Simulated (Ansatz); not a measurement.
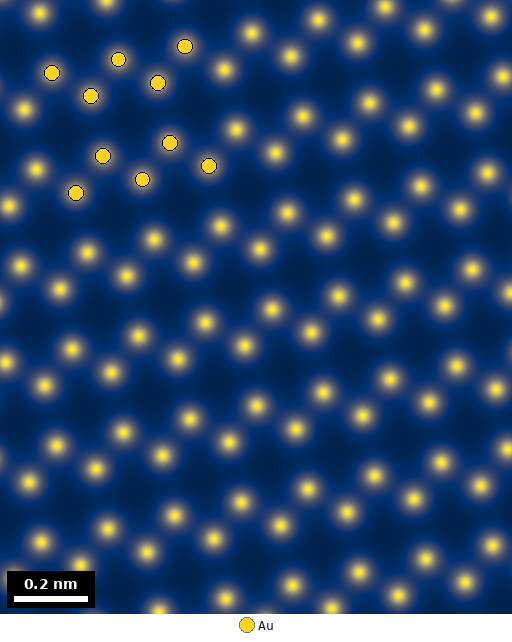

Projected-potential map of Au (P6_3/mmc, No. 194) along [201]. Computed as the sum of neutral-atom potentials (tabulated electron scattering factors, B = 0.5 Å²) projected along the beam and smoothed by 0.25 Å; brighter is more positive. Structure: the end point of a relaxation at fixed volume with Ansatz, DFT r2SCAN, scalar-relativistic, plane waves, PAW; the starting structure was generated, so it need not be a known form of this composition.

Coloured dots in one corner mark the columns of the model.

Question: Describe what the image shows.

Answer: The columns repeat on a centred rectangular net of 1.86 × 5.01 Å (plane group c2mm). All columns are alike (Au). The shortest distance between visible columns is 1.25 Å in projection. Along the beam the structure repeats every 7.55 Å.
